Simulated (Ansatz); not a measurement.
## C: geometry relaxation (part 3 of 3)

The same run, continued: C (Cmme, 4 atoms in the cell); DFT PBE, scalar-relativistic, plane waves, PAW, PAW set soft_1, no spin polarisation (Ansatz 0.2.0); cutoff 520 eV, 21×21×6 k-mesh, Gaussian smearing of 0.1 eV. The structure derives from a Materials Project entry.

Geometry of the input (Å; fractional positions):
```
1.2280  -2.1271  0.0000
1.2280  2.1271  0.0000
0.0000  0.0000  7.1733
C  0.0834  0.9166  0.7531
C  0.5834  0.4166  0.2469
C  0.9166  0.0834  0.2469
C  0.4166  0.5834  0.7531
```

```
basis re-selected at this cell: Δ(F+E_penalty+E_count) = -1.681e-4 eV, ΔP = -0.003 GPa vs the last step (what re-selecting the basis moved, of the pressure what is left beyond the Pulay correction that the steps carried, after the strain that the cell walked since its last selection, with what the two solves' SCF thresholds leave and, on support functions, any second-order correction that the steps lacked; it is no measure of the basis error at this ecutwfc). The dense FFT grid was sized anew with the basis: this SCF ran on 20×20×72 points, the steps before it on 20×20×64, so part of this shift can come from that change (see relax.cell in the input reference). This SCF's stress stands 1.21e-2 GPa from its target on what of the cell is left free (relax.cell.stress_tol is 5.00e-2 GPa) and its largest allowed force component is 3.54e-4 eV/Å (relax.f_tol is 5.00e-3 eV/Å): within both
SCF converged after 4 iterations
Free energy (F): -1003.780924 eV
Harris-Foulkes:  -1003.780924 eV  (|F-HF|=5.23e-12)
Internal energy: -1003.780144 eV  (E = F + TS)
E sigma→0 (E₀):  -1003.780534 eV
Entropy (-TS):   -0.000779 eV (-0.195 meV/atom)
Fermi energy:    4.434926 eV
--- Per-component energies (eV) ---
  E_band       = -75.382154
  E_kinetic    = 353.599220
  E_local      = -910.270654  (includes V_loc(G=0)·N_el)
  E_nonlocal   = 93.814051
  E_hartree    = 324.956397
  E_xc         = -187.664787
  E_vxc        = -231.061852  (∫ρ·V_xc dr)
  E_paw        = -400.406350  (= ΣΔE_a)
  E_vpaw       = -31.375720  (= ΣTr[D̂ρ^β])
  E_aug_tail   = 0.000001  (compensation charges beyond the density's cutoff)
  E_ewald      = -277.808024
  E_smearing   = -0.000779  (= −TS)
  E_closure    = -0.000000  (closes the sum)
  Σ components = -1003.780924   (vs F -1003.780924, Δ=0.00e0)
--- Forces (eV/Å), atoms counted from 1 ---
  atom   1  C      0.00000000     0.00035367    -0.00006810
  atom   2  C      0.00000000     0.00035367     0.00006810
  atom   3  C      0.00000000    -0.00035367     0.00006810
  atom   4  C      0.00000000    -0.00035367    -0.00006810
  max |Σ_I F_I| component: 0.00e0 eV/Å
--- Stress (GPa, compression-positive) ---
       -0.012095       0.000000       0.000000
        0.000000      -0.010490       0.000000
        0.000000       0.000000       0.011463
  P = ⅓ Tr σ = -0.0037 GPa (-0.037 kbar)
--- Band table (eV; the first three rows and the last of 484) ---
  k-point 0: bands = ["-15.0986", "-15.0696", "-3.3872", "-2.9688", "1.3911", "1.3918", "1.3923", "1.3927", "7.4670", "10.5835", "12.7566", "12.7596"]
  k-point 1: bands = ["-15.0967", "-15.0716", "-3.3610", "-2.9990", "1.3912", "1.3918", "1.3923", "1.3926", "7.6081", "10.2061", "12.7571", "12.7598"]
  k-point 2: bands = ["-15.0914", "-15.0769", "-3.2884", "-3.0797", "1.3915", "1.3919", "1.3922", "1.3923", "8.0167", "9.4334", "12.7585", "12.7602"]
  k-point 483: bands = ["-10.0546", "-10.0543", "-8.5797", "-8.5795", "-1.9825", "-1.9825", "1.9866", "1.9890", "6.2201", "6.2229", "11.8078", "11.8083"]
--- Relaxed structure (10 steps of the walk, 10 accepted, 2 SCFs on fresh bases) ---
  F+E_penalty+E_count = -1003.78092357 eV   max|allowed force component| = 3.537e-4 eV/Å   (the final SCF, on the basis selected at the relaxed cell)
  cell:  # Å, volume = 45.8744 Å³
    - [1.2332770927586405, -2.1360444484824597, -4.478111770905163e-34]
    - [1.2332770927586405, 2.1360444484824597, -8.76268741785926e-34]
    - [-3.867104553635555e-33, -7.2246156798529136e-34, 8.707020724459664]
  atoms:
    - { symbol: C, position: [0.08333294057105556, 0.9166670594289444, 0.7503043452327662] }
    - { symbol: C, position: [0.5833329405710557, 0.41666705942894433, 0.2496956547672338] }
    - { symbol: C, position: [0.9166670594289444, 0.08333294057105556, 0.2496956547672338] }
    - { symbol: C, position: [0.41666705942894433, 0.5833329405710557, 0.7503043452327662] }
```

## Trajectory as extended XYZ (Å, eV, eV/Å), 12 frames, from step=1 to step=12
```
4
Lattice="1.2280 -2.1271 0.0000 1.2280 2.1271 0.0000 0.0000 0.0000 7.1733" Properties=species:S:1:pos:R:3:forces:R:3 step=1 energy=-1003.75035 pressure_GPa=3.74
C     1.2280    1.7724    5.4025    0.0000   0.0250  -0.0087
C     1.2280   -0.3547    1.7708    0.0000   0.0250   0.0087
C     1.2280   -1.7724    1.7708    0.0000  -0.0250   0.0087
C     1.2280    0.3547    5.4025    0.0000  -0.0250  -0.0087
4
Lattice="1.2316 -2.1326 0.0000 1.2316 2.1326 0.0000 0.0000 0.0000 7.4277" Properties=species:S:1:pos:R:3:forces:R:3 step=2 energy=-1003.76363 pressure_GPa=1.40
C     1.2316    1.7771    5.5043    0.0000   0.0115   0.0173
C     1.2316   -0.3555    1.9234    0.0000   0.0115  -0.0173
C     1.2316   -1.7771    1.9234    0.0000  -0.0115  -0.0173
C     1.2316    0.3555    5.5043    0.0000  -0.0115   0.0173
4
Lattice="1.2353 -2.1388 0.0000 1.2353 2.1388 0.0000 0.0000 0.0000 7.7737" Properties=species:S:1:pos:R:3:forces:R:3 step=3 energy=-1003.77396 pressure_GPa=-0.94
C     1.2353    1.7825    5.8171    0.0000  -0.0049   0.0019
C     1.2353   -0.3564    1.9566    0.0000  -0.0049  -0.0019
C     1.2353   -1.7825    1.9566    0.0000   0.0049  -0.0019
C     1.2353    0.3564    5.8171    0.0000   0.0049   0.0019
4
Lattice="1.2342 -2.1374 0.0000 1.2342 2.1374 0.0000 0.0000 0.0000 7.9744" Properties=species:S:1:pos:R:3:forces:R:3 step=4 energy=-1003.77672 pressure_GPa=-0.46
C     1.2342    1.7813    5.9713    0.0000  -0.0069   0.0008
C     1.2342   -0.3561    2.0031    0.0000  -0.0069  -0.0008
C     1.2342   -1.7813    2.0031    0.0000   0.0069  -0.0008
C     1.2342    0.3561    5.9713    0.0000   0.0069   0.0008
4
Lattice="1.2332 -2.1359 0.0000 1.2332 2.1359 0.0000 0.0000 0.0000 8.1022" Properties=species:S:1:pos:R:3:forces:R:3 step=5 energy=-1003.77747 pressure_GPa=0.02
C     1.2332    1.7799    6.0703    0.0000  -0.0015   0.0004
C     1.2332   -0.3560    2.0319    0.0000  -0.0015  -0.0004
C     1.2332   -1.7799    2.0319    0.0000   0.0015  -0.0004
C     1.2332    0.3560    6.0703    0.0000   0.0015   0.0004
4
Lattice="1.2332 -2.1358 0.0000 1.2332 2.1358 0.0000 0.0000 0.0000 8.1562" Properties=species:S:1:pos:R:3:forces:R:3 step=6 energy=-1003.77753 pressure_GPa=0.03
C     1.2332    1.7799    6.1130    0.0000  -0.0001   0.0003
C     1.2332   -0.3560    2.0432    0.0000  -0.0001  -0.0003
C     1.2332   -1.7799    2.0432    0.0000   0.0001  -0.0003
C     1.2332    0.3560    6.1130    0.0000   0.0001   0.0003
4
Lattice="1.2332 -2.1358 0.0000 1.2332 2.1358 0.0000 0.0000 0.0000 8.1562" Properties=species:S:1:pos:R:3:forces:R:3 step=7 energy=-1003.77927 pressure_GPa=0.10
C     1.2332    1.7799    6.1130    0.0000  -0.0001   0.0003
C     1.2332   -0.3560    2.0432    0.0000  -0.0001  -0.0003
C     1.2332   -1.7799    2.0432    0.0000   0.0001  -0.0003
C     1.2332    0.3560    6.1130    0.0000   0.0001   0.0003
4
Lattice="1.2332 -2.1359 0.0000 1.2332 2.1359 0.0000 0.0000 0.0000 8.3277" Properties=species:S:1:pos:R:3:forces:R:3 step=8 energy=-1003.78015 pressure_GPa=0.06
C     1.2332    1.7799    6.2489    0.0000   0.0017  -0.0001
C     1.2332   -0.3560    2.0788    0.0000   0.0017   0.0001
C     1.2332   -1.7799    2.0788    0.0000  -0.0017   0.0001
C     1.2332    0.3560    6.2489    0.0000  -0.0017  -0.0001
4
Lattice="1.2334 -2.1362 0.0000 1.2334 2.1362 0.0000 0.0000 0.0000 8.5884" Properties=species:S:1:pos:R:3:forces:R:3 step=9 energy=-1003.78073 pressure_GPa=-0.04
C     1.2334    1.7801    6.4481    0.0000   0.0016  -0.0002
C     1.2334   -0.3560    2.1403    0.0000   0.0016   0.0002
C     1.2334   -1.7801    2.1403    0.0000  -0.0016   0.0002
C     1.2334    0.3560    6.4481    0.0000  -0.0016  -0.0002
4
Lattice="1.2333 -2.1361 0.0000 1.2333 2.1361 0.0000 0.0000 0.0000 8.6900" Properties=species:S:1:pos:R:3:forces:R:3 step=10 energy=-1003.78076 pressure_GPa=-0.01
C     1.2333    1.7801    6.5222    0.0000   0.0008  -0.0001
C     1.2333   -0.3560    2.1678    0.0000   0.0008   0.0001
C     1.2333   -1.7801    2.1678    0.0000  -0.0008   0.0001
C     1.2333    0.3560    6.5222    0.0000  -0.0008  -0.0001
4
Lattice="1.2333 -2.1360 0.0000 1.2333 2.1360 0.0000 0.0000 0.0000 8.7070" Properties=species:S:1:pos:R:3:forces:R:3 step=11 energy=-1003.78075 pressure_GPa=-0.00
C     1.2333    1.7800    6.5329    0.0000   0.0004  -0.0001
C     1.2333   -0.3560    2.1741    0.0000   0.0004   0.0001
C     1.2333   -1.7800    2.1741    0.0000  -0.0004   0.0001
C     1.2333    0.3560    6.5329    0.0000  -0.0004  -0.0001
4
Lattice="1.2333 -2.1360 0.0000 1.2333 2.1360 0.0000 0.0000 0.0000 8.7070" Properties=species:S:1:pos:R:3:forces:R:3 step=12 energy=-1003.78092 pressure_GPa=-0.00
C     1.2333    1.7800    6.5329    0.0000   0.0004  -0.0001
C     1.2333   -0.3560    2.1741    0.0000   0.0004   0.0001
C     1.2333   -1.7800    2.1741    0.0000  -0.0004   0.0001
C     1.2333    0.3560    6.5329    0.0000  -0.0004  -0.0001
```

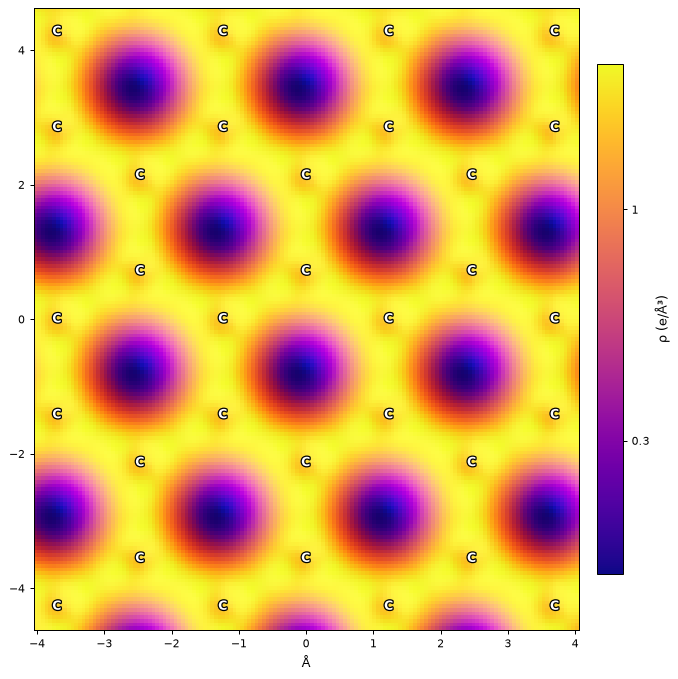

*Valence pseudo-density on the (001) plane of the conventional cell.*

The section cuts through C sites. C–C (1.42 Å): the density is about 2 e/Å³ at the midpoint, a local maximum along the line. Away from the nuclei the density in this plane falls to 0.15 e/Å³ at its lowest. In a PAW calculation such maps are meaningful between the atoms, not at the nuclei.

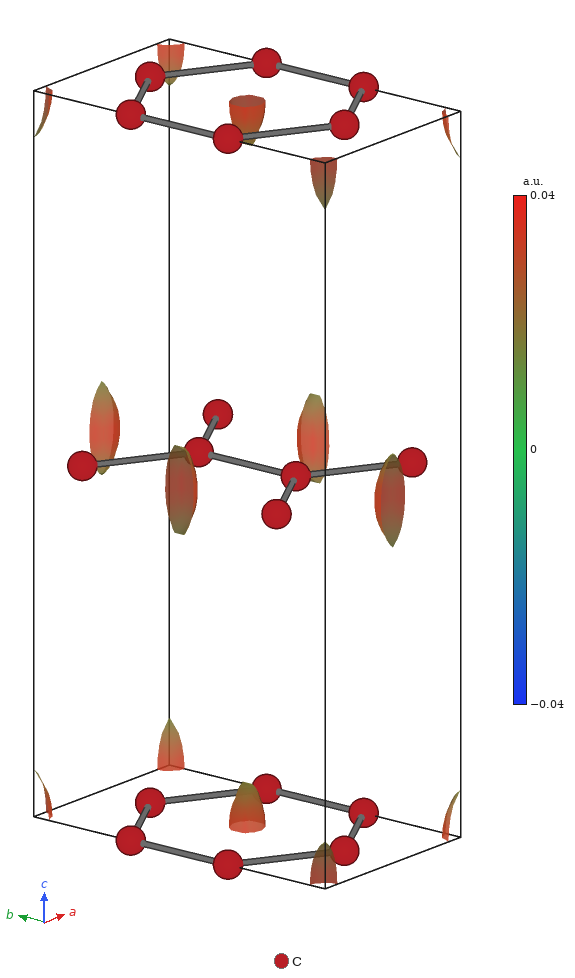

*Non-covalent interaction (NCI) plot: the surface where the reduced density gradient is 0.5, for densities under 0.05 a.u., coloured by sign(λ₂)ρ; seen at an oblique angle. The outline is the cell set on symmetry axes.*

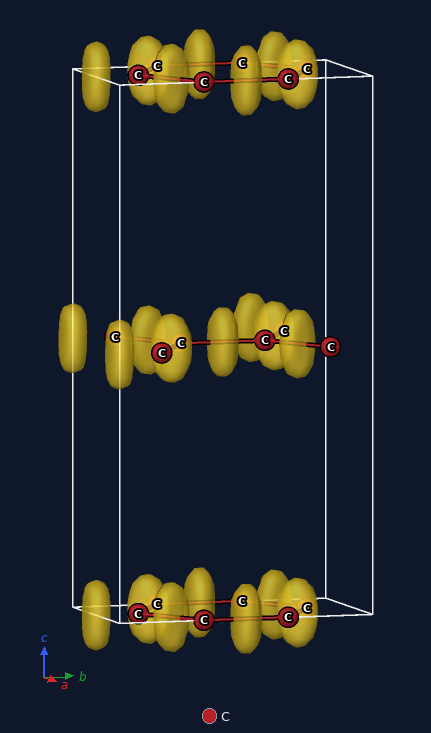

*Isosurface of the electron localisation function at 0.85 (yellow), seen slightly off an axis. Only the valence region is drawn (cores and ρ < 0.01 e/Å³ removed). Sticks mark near contacts. The outline is the cell set on symmetry axes.*

Along the contacts the grid gives the following. C–C (1.42 Å): the ELF peaks at about 0.95 between the atoms (a covalent bond).

## Summary

| quantity | value |
| --- | --- |
| outcome | converged |
| space group (tolerance 0.01 Å) | Cmme (67) |
| electrons treated | 16 |
| free energy | −1003.7809 eV |
| Fermi energy | 4.435 eV |
| gap on the k-point mesh | none (metallic) |
| pressure | 0.00 GPa |
| final volume | 45.87 Å³ |
| largest force (length of the vector) at the end | under 0.001 eV/Å |
| final cell | a = 2.467 Å, b = 2.467 Å, c = 8.707 Å, α = 90.00°, β = 90.00°, γ = 120.00° |
| wall time | 2.4 min (CPU time 4.8 min) |
| peak memory | 0.6 GiB |
